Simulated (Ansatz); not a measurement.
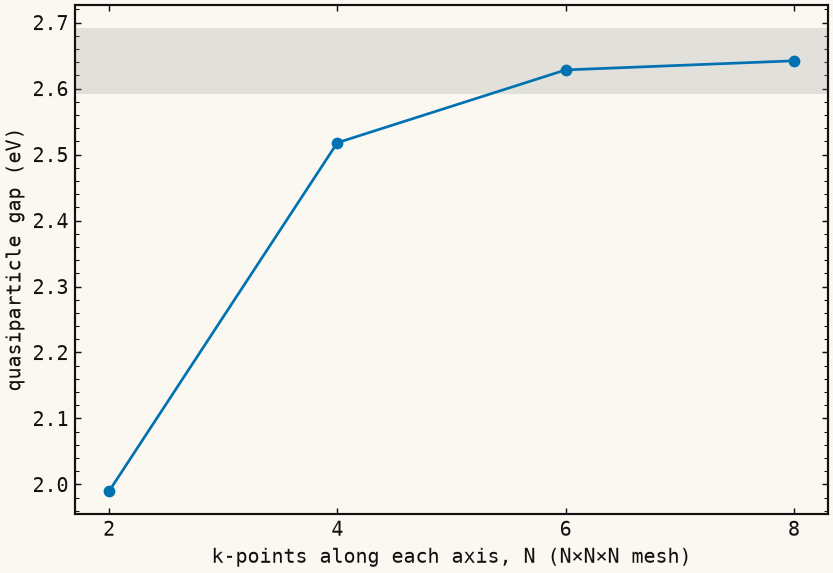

Scan of the k-point mesh.
System: GaN (F-43m, 2 atoms in the cell).
Method: G0W0@PBE, plasmon-pole screening, soft PAW set, first generation (Ansatz); cutoff 420 eV, response cutoff 113 eV, 108 empty bands.
Dashed lines or grey bands mark the tolerance: 0.05 eV.

### From which setting is the quasiparticle gap converged to 0.05 eV?

The quasiparticle gap is within 0.05 eV of the densest setting's value from 6×6×6 on. It is 1.99 eV at 2×2×2, 2.52 eV at 4×4×4 and 2.64 eV at 8×8×8. The potentials or cutoffs used are known to leave an error of their own, so the limit of this scan isn't the converged value for the crystal.
